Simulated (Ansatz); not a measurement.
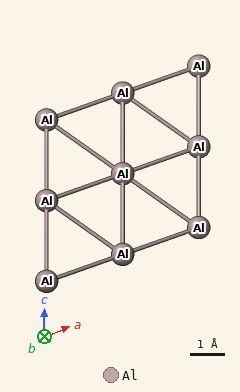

Solid Al (set up in Fm-3m), before the relaxation. A ball-and-stick model of the cell of the calculation, seen along the b axis.

Level of theory: DFT LDA, scalar-relativistic, plane waves, PAW in Ansatz.

(plane-wave cutoff 420 eV; k-point mesh 8 × 8 × 8; occupations gaussian; smearing width 0.15 eV; no spin polarisation)

```
Al
1.0
     0.00000    3.98362   -3.98362
    -3.98362    0.00000   -3.98362
    -3.98362    3.98362    0.00000
Al
8
Cartesian
  -1.9918 1.9918 -3.9836
  -1.9918 3.9836 -5.9754
  -3.9836 1.9918 -5.9754
  0.0000 0.0000 0.0000
  -3.9836 3.9836 -3.9836
  -3.9836 5.9754 -5.9754
  -1.9918 3.9836 -1.9918
  -1.9918 5.9754 -3.9836
```

> Where does the relaxation end?

The largest moves relative to the cell, 0.72 Å, are those of Al1, Al3, Al5, Al6, Al7 and Al8. Al1 goes along +b. Cell: a 5.634 → 5.585 Å (−0.9 %), b 5.634 → 5.749 Å (+2.0 %), c 5.634 → 6.127 Å (+8.8 %), α 60.0° → 66.0°, β 60.0° → 52.9°, γ 60.0° → 65.5°. Volume +10.2 %. Among the contacts that change: Al1–Al7 2.817 → 4.149 Å, Al2–Al8 2.817 → 4.142 Å, Al1–Al5 2.817 → 3.880 Å, Al2–Al6 2.817 → 3.870 Å. The space group (tolerance 0.01 Å) goes from Fm-3m (No. 225) to P-1 (No. 2).

After the run, drawn alike:

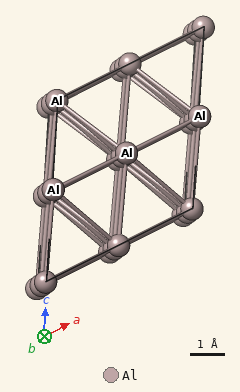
